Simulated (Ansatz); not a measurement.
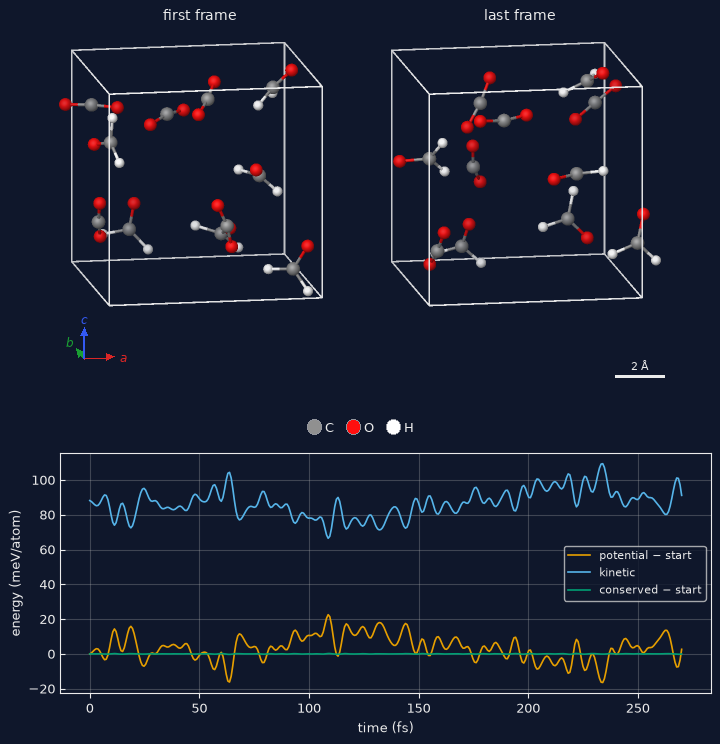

A Born-Oppenheimer molecular dynamics run of a periodic cell with 5 CO2 + 6 H2CO at 0.955 g/cm³, 270 fs long. It starts from the last geometry of an earlier run, with fresh velocities. Style: ball-and-stick. Shown: the simulation cell, slightly off an axis.

These are results of DFT LDA, scalar-relativistic, plane waves, PAW (Ansatz 0.2.0), not measurements. Set-up: plane-wave cutoff 420 eV; k-point mesh 1 × 1 × 1; Fermi-Dirac smearing 0.05 eV; low-accuracy preset; Nosé-Hoover thermostat (NVT); set temperature 700 K; time step 0.75 fs; H given the mass 2.014 u; thermostat time 200.0 fs.

> Is this trajectory numerically sound?

The conserved quantity stays between −0.25 and 0.26 meV per atom of its start. A straight-line fit has a slope that amounts to +0.027 meV per atom over 270 fs (under 0.1 % of the mean kinetic energy), and the ripple about it is 1.2 % of the kinetic energy's fluctuation. With a drift under 2 % and a ripple under 7 %, the integration is accurate. The mean temperature in the second half is 714 K (standard deviation 56 K). The potential energy in the second half lies on average 1.9 meV per atom above the first frame.

Limits of the set-up: the program's low-accuracy preset was used; masses were changed (H 2.014 u), which shifts the vibrations.

The run took 20 min on 1 thread of Arm Neoverse V1, on a shared host, peak memory 0.54 GiB.
